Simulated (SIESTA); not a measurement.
**Energy of MnO₂ along an even scaling of the cell**

System: MnO₂ (R-3m, 3 atoms in the cell).
Method: Kohn-Sham DFT of a periodic cell, PBEsol, PseudoDojo 0.4 standard, converted to PSML, spin-polarised (SIESTA 5.4.2).

The 7 runs differ only in the geometry, by an even scaling of the cell at fixed fractional positions. The structure derives from a Materials Project entry.

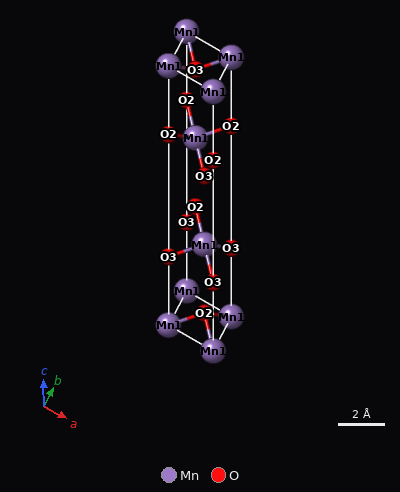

Figure 1. The structure of run 4 (ball-and-stick view of the cell 3 times as large as that of the calculation, set on its symmetry axes, seen at an oblique angle; atoms are numbered from 1 in the order of the input). An atom can appear more than once, as a periodic image.

**Input of run 4**
```
SystemName                      MnO2
SystemLabel                     MnO2
NumberOfSpecies                 2
NumberOfAtoms                   3
%block ChemicalSpeciesLabel
  1  25 Mn
  2   8 O
%endblock ChemicalSpeciesLabel

LatticeConstant                 1.0 Ang
%block LatticeVectors
     1.4284348394     0.8247072390     4.5839315268
    -1.4284348394     0.8247072390     4.5839315268
     0.0000000000    -1.6494144781     4.5839315268
%endblock LatticeVectors
AtomicCoordinatesFormat         Fractional
%block AtomicCoordinatesAndAtomicSpecies
     0.0000000000     0.0000000000     0.0000000000  1  Mn
     0.7356355100     0.7356355100     0.7356355100  2  O
     0.2643644900     0.2643644900     0.2643644900  2  O
%endblock AtomicCoordinatesAndAtomicSpecies

%block kgrid.MonkhorstPack
   11   0   0  0.0
    0  11   0  0.0
    0   0  11  0.0
%endblock kgrid.MonkhorstPack
XC.Functional                   GGA
XC.Authors                      PBEsol
PAO.BasisSize                   DZP
PAO.EnergyShift                 0.003 Ry
Mesh.Cutoff                     800 Ry
Spin                            polarized
%block DM.InitSpin
    1   4.000
    2   0.000
    3   0.000
%endblock DM.InitSpin
OccupationFunction              FD
ElectronicTemperature           0.05 eV
MaxSCFIterations                200
SCF.MustConverge                false
SCF.Mixer.Method                Pulay
SCF.Mixer.Weight                0.1
SCF.Mixer.History               10
SCF.DM.Tolerance                5.0e-05
SCF.H.Tolerance                 1.0e-03 eV
WriteForces                     true
Charge.Mulliken                 end
%block PAO.Basis
  Mn 5
  n=3 0 2
    2.738 0.000
  n=4 0 2
    7.595 0.000
  n=3 1 2
    3.070 0.000
  n=4 1 1
    7.595
  n=3 2 2
    5.098 0.000
%endblock PAO.Basis
```

Command:
```bash
siesta MnO2.fdf > MnO2.out 2>&1
```

Lattice vectors (Å) and fractional positions of run 4:
```
   1.428435    0.824707    4.583932
  -1.428435    0.824707    4.583932
   0.000000   -1.649414    4.583932
Mn  0.000000  0.000000  0.000000
O   0.735636  0.735636  0.735636
O   0.264364  0.264364  0.264364
```

Run 3 differs from it as follows:
```diff
-     1.4284348394     0.8247072390     4.5839315268
-    -1.4284348394     0.8247072390     4.5839315268
-     0.0000000000    -1.6494144781     4.5839315268
+     1.4188477395     0.8191721243     4.5531659587
+    -1.4188477395     0.8191721243     4.5531659587
+     0.0000000000    -1.6383442487     4.5531659587
```

**Results, with one run withheld**

| run | volume per atom (Å³) | free energy per atom, from the lowest run given (meV) | pressure (GPa) | gap on the mesh (eV) |
| --- | --- | --- | --- | --- |
| 1 | 10.152 | 31.70 | 15.56 | 0.48 |
| 2 | 10.368 | 14.45 | 10.16 | 0.57 |
| 3 | 10.584 | ? | ? | ? |
| 4 | 10.800 | 0.00 | 0.82 | 0.72 |
| 5 | 11.016 | 1.65 | −3.18 | 0.80 |
| 6 | 11.232 | 8.34 | −6.67 | 0.87 |
| 7 | 11.448 | 19.47 | −9.81 | 0.93 |

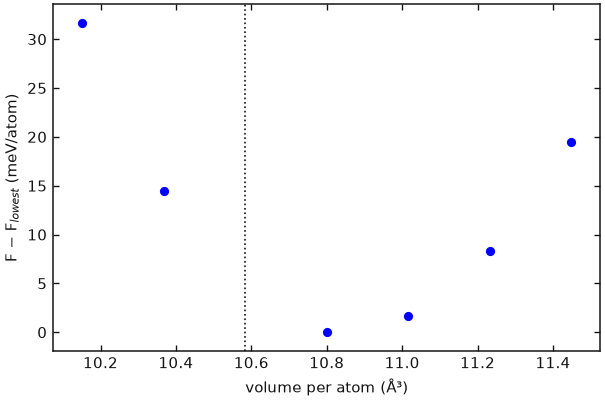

Figure 2. Free energy per atom of the runs given; the dotted line marks run 3.

What should run 3 give?

A cubic polynomial in V^(−2/3) (the Birch–Murnaghan form), fitted to the 6 runs given, misses them by at most 0.05 meV per atom. With x = V^(−2/3) − 0.20442 Å⁻², it reads F = −0.026664 + 225.44 x + 3.7504e+05 x² + 3.6321e+05 x³ (meV per atom). At run 3 it gives 4.09 meV per atom, and the run itself gives 4.07. The slope of the fit gives a pressure −dF/dV of 5.24 GPa there, and the run prints 5.30 GPa. The two needn't agree exactly: the fit is approximate, and the printed stress is taken on a finite basis. The fit has its minimum at 10.844 Å³ per atom, where V d²F/dV² gives 205 GPa. Cell shape and fractional positions are held, so this is the stiffness under even scaling; the relaxed bulk modulus wasn't computed and can be far lower in a crystal of layers, chains or molecules like this one. The gap on the mesh goes, without turning, from 0.48 eV in run 1 to 0.93 eV in run 7; run 3 has 0.65 eV. These are gaps of this functional on this mesh, which can miss the band edges; they aren't the measured gap.

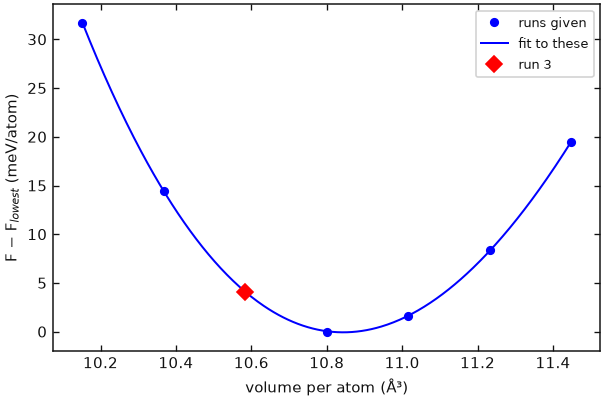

Figure 3. The fit and the withheld run.

**Some lines of the output (run 3)**
```
[...]
outcell: Cell volume (Ang**3)        :     31.7523
stepf: Fermi-Dirac step function
siesta: Etot    =     -3838.379874
siesta: FreeEng =     -3838.379874
        iscf     Eharris(eV)        E_KS(eV)     FreeEng(eV)     dDmax    Ef(eV) dHmax(eV)
siesta: E_KS(eV) =            -3856.9962
siesta: E_KS - E_eggbox =     -3856.9962
siesta: Etot    =     -3856.996180
siesta: FreeEng =     -3856.996211
siesta:         Fermi =      -6.208299
siesta: Cell volume =         31.752337 Ang**3
    Orbital volume contribution        =           1.513925 eV
```

Notes: Points of doubt noted for this run: mulliken charges of long orbitals. Semilocal DFT without U tends to delocalise the d electrons of such compounds and to underestimate the gap. With a small basis of atomic orbitals these values can differ much from converged plane-wave results.
